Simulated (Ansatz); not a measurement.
Input

```
crystal:
  lattice:
    - [3.145, -2.25, 0.0]
    - [3.145, 2.25, 0.0]
    - [0.0, 0.0, 8.21]
  atoms:
    - { symbol: Cl, position: [0.386781, 0.628877, 0.400161] }
    - { symbol: Cl, position: [0.121346, 0.881678, 0.901593] }
    - { symbol: Cl, position: [0.62675, 0.367592, 0.601349] }
    - { symbol: Cl, position: [0.868194, 0.13529, 0.098594] }
hamiltonian:
  xc: pbesol
  pseudopotentials: { kind: paw }
kpoints:
  mp_grid: { grid: [7, 7, 4] }
scf:
  occupations: { method: fermi_dirac, width: 0.05 }
output:
  forces: true
  stress: true
  eigenvalues: true
  write_density: true
  write_potential: true
  elf: true
  volumetric_format: npy
```

Run with:

```sh
ansatz run input.yaml --threads 2 --pin off --max-ram 5632MiB --backend cpu --events-out ev --progress --plain --runs-dir out
```

Below, planes, directions and counts refer to the conventional cell (a = 3.87 Å, b = 3.87 Å, c = 8.21 Å, α = 90.00°, β = 90.00°, γ = 108.84°).

Space group P1; changed on purpose from its base cell (atoms moved at random by about 0.05 A); not relaxed (largest force 0.5 eV/Å).

Theory: Kohn-Sham DFT of a periodic cell, PBEsol, Ansatz PAW (Ansatz).

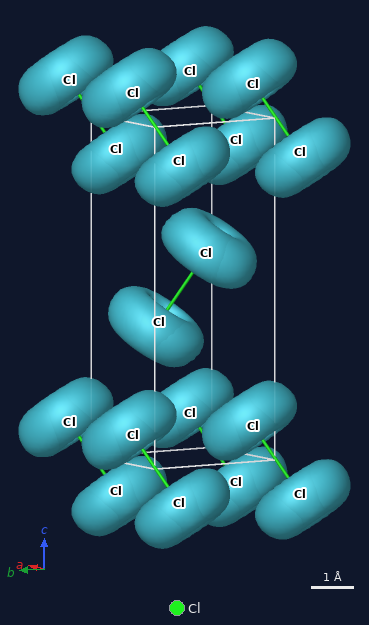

Cl. Isosurface of the ELF at 0.8 (cyan), seen at an oblique angle. Only the valence region is drawn (cores and ρ < 0.01 e/Å³ removed). Sticks mark near contacts.

In a PAW calculation such maps are meaningful between the atoms, not at the nuclei.

Where are the electrons localised?

At this value the surface marks out four regions wrapped around Cl (the valence shell of each), counted in one cell of 4 atoms. Regions shared between cells count once.

Values along the shortest contacts:
Cl–Cl (1.98 Å): the ELF peaks at about 0.75 between the atoms: localised, covalent bonding.
